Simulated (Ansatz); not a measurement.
Structure of Sn:

```
Sn
1.0
     3.17369    0.00000    0.00000
     0.00000    3.17369    0.00000
     0.00000    0.00000    3.17369
Sn
1
Direct
  0.00000 0.00000 0.00000
```

Basis of the simulation: the geometry relaxed with DFT, BLYP, plane waves (420 eV) with PAW, scalar-relativistic in Ansatz 0.2.0; the starting structure was generated, so it need not be a known form of this composition.

> Which powder rings are expected with 120 kV electrons? List the innermost 5, leaving out those under 3 % of the strongest.

```csv
ring,radius,d (Å),hkl
1,3.15 nm⁻¹,3.17,100
2,4.46 nm⁻¹,2.24,110
3,5.46 nm⁻¹,1.832,111
4,6.30 nm⁻¹,1.587,200
5,7.05 nm⁻¹,1.419,210
```

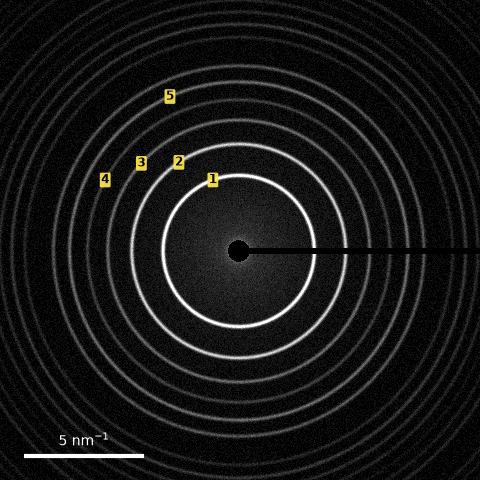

Simulated electron diffraction rings at 120 kV (λ = 0.0335 Å), scale in nm⁻¹ (radius = 1/d), for a fine-grained powder without texture. Kinematic intensities with B = 0.5 Å² for all atoms, without multiple scattering; brightness goes as intensity to the power 0.6, clipped at the top, with counting noise. Reflections closer than the ring width show as one ring. The numbers mark the rings of the table.
